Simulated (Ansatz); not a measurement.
# Does disorder add resistance in series? Ru(0001) layers with 75 % V

Two lengths of the disordered region are known. What area resistance does the third give?

Set-up. Ansatz 0.2.0, plane waves with PAW datasets at their recommended cutoffs (420 eV for most), Fermi-Dirac smearing; ballistic transmission by layer matching. The area resistance is RA = A (h/2e²)(1/T − 1/N), with T the zone-mean transmission per spin and N the lead's channels, both averaged over a few energies near the Fermi level; for magnets each spin is taken apart, with h/e², and the two conduct in parallel. Lateral cell 2x2, PBE, a fresh random draw for each length.

The runs, with one result withheld:

| length (Å) | channels N | RA (fΩ m²) |
| --- | --- | --- |
| 4.28 | 5.467 | 0.834 |
| 12.8 | 5.460 | 1.71 |
| 21.4 | 5.460 | ? |

Worked fit:

Ohm's law makes RA linear in the length: the slope is (1.71 − 0.834)/(12.8 − 4.28) = 0.102 fΩ m² per Å, or 102 µΩ cm. Then 1.71 + 0.102 × 8.56. Predicted: 2.58 fΩ m².

**The withheld run.**

2.31 fΩ m², so the prediction is 12 % too high. The three lengths together give 86 µΩ cm. The two increments are 0.87 and 0.60 fΩ m²; with one draw for each length, their difference can't be told from scatter.

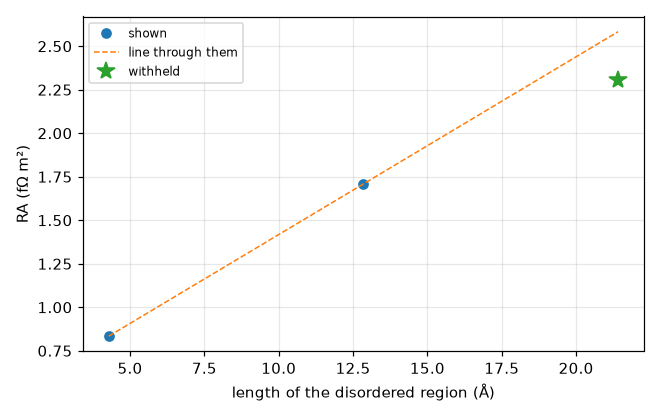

Area resistance against length.

Caveats: The scatterers repeat sideways with the small cell. The slope is a raw one; a model of isotropic scattering puts it 1.00 times the bulk value over these lengths. Atoms sit unrelaxed on the host's lattice, and the pair may not mix at random in practice.
